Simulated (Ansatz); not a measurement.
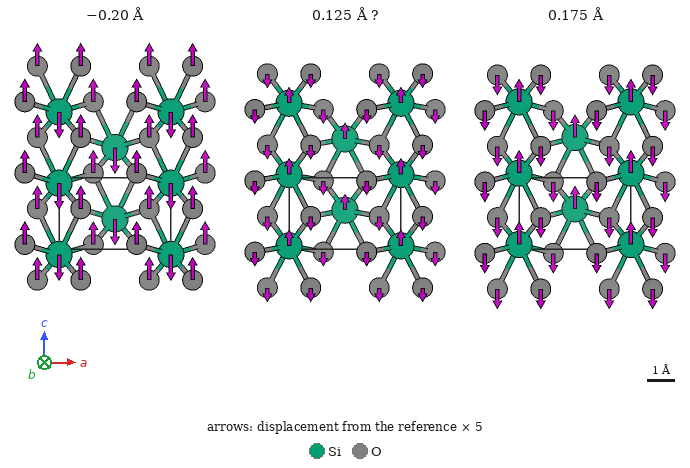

Energy scan for a crystal of SiO2 (P4_2/mnm), in which a normal mode at the zone centre is frozen in with the cell fixed, the amplitude being the largest displacement of an atom. A ball-and-stick model of the cell of the calculation, repeated 1 × 2 × 2 with one cell outlined, seen along the b axis. Purple arrows: displacements from the reference.

Theory: DFT r2SCAN, scalar-relativistic, plane waves, PAW (Ansatz). Settings: plane-wave cutoff 500 eV; k-point mesh 6 × 6 × 8; occupations gaussian; smearing width 0.05 eV; no spin polarisation. Energies (free energies at the smearing named) are counted from the relaxed crystal.

```tsv
largest displacement (Å)	ΔE (eV/cell)
−0.200	3.61
−0.100	0.85
0.000	0.00
0.025	0.05
0.050	0.21
0.075	0.47
0.125	?
0.150	1.96
0.175	2.72
```

Question: Fill in the missing row.

Answer: A straight line between the two neighbours gives 1.46 eV/cell. A cubic through the four nearest rows (0.050, 0.075, 0.150, 0.175) gives, with Lagrange weights, (−0.2000)(0.21) + (0.5000)(0.47) + (1.0000)(1.96) + (−0.3000)(2.72) = 1.34 eV/cell. The calculation gives 1.34 eV/cell, so the cubic is right to the digits shown and the straight line 0.12 eV/cell too high, as the curve bends upwards here.

The whole profile:

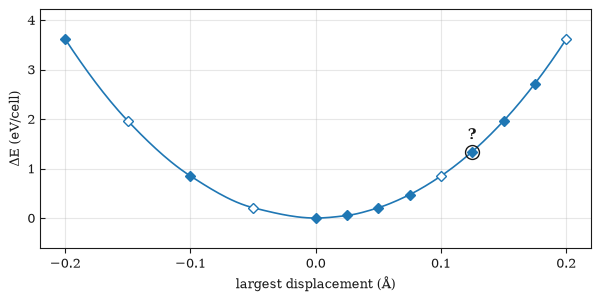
